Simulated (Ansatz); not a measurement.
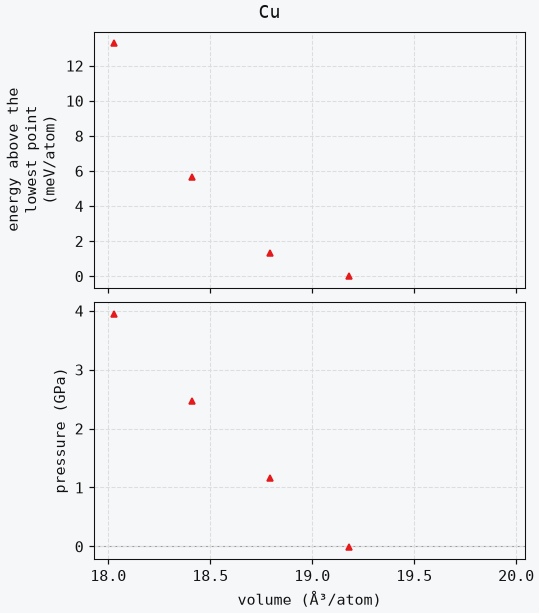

Plotted: energy above the lowest point and pressure against volume for Cu, space group Fd-3m (No. 227) (one of a set of cubic test structures, which need not be the stable phase).

Calculation (Ansatz 0.2.0 development build): equation of state of a cubic crystal from periodic Kohn-Sham density functional theory without spin, third-order Birch-Murnaghan fit to the free energies; pressure corrected for the finite basis. Level: PBE.

| setting | value |
| --- | --- |
| structure type | diamond |
| atoms in cell | 2 |
| space group number | 227 |
| lattice centring | face-centred primitive |
| k mesh | 18×18×18 |
| occupation method | Fermi–Dirac |
| occupation width | 0.06123 eV |
| wave cutoff | 700 eV |
| datasets | hand-made PAW |
| density tolerance | 1e−09 eV |
| bands | 23 |
| density cutoff ratio | 4 |
| search for lower states | default |

The points at volume 19.56 Å³/atom and 19.95 Å³/atom are left out of the plot. What values does the calculation give there?

| volume (Å³/atom) | energy above the lowest point (meV/atom) | pressure (GPa) |
| --- | --- | --- |
| 19.56 | 1.3 | −1.032 |
| 19.95 | 4.8 | −1.941 |

Note: cubic model structure, not the ambient form.
